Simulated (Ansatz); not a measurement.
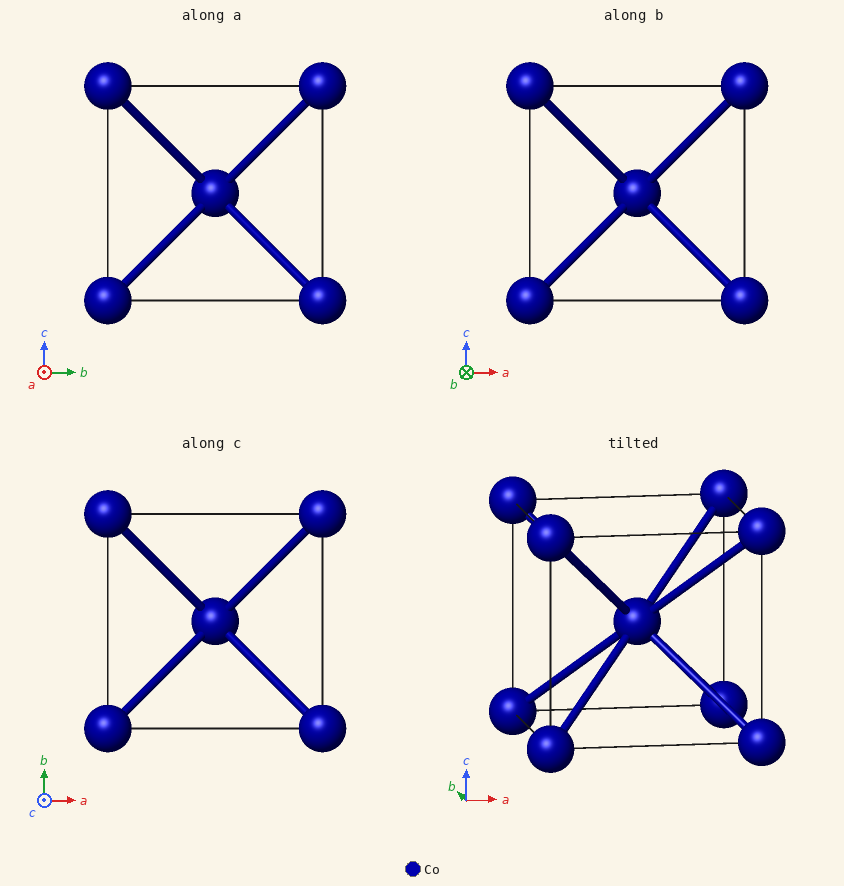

A ball-and-stick rendering, viewed along the a axis, along the b axis, along the c axis and slightly off an axis. Lines trace the edges of the conventional unit cell.

Lattice parameters: a = 2.774 Å, b = 2.774 Å, c = 2.774 Å, α = 90.00°, β = 90.00°, γ = 90.00°.

### Write down what is shown as a table of Wyckoff sites.

Space group Im-3m (No. 229).
```csv
atom,site,x,y,z
Co,2a,0.0000,0.0000,0.0000
```

Starting structure: a structure type filled with this element by a generator (whether the element takes this form wasn't checked). The geometry was optimised with DFT, PBE, plane waves (420 eV) with PAW, scalar-relativistic (Ansatz 0.2.0).
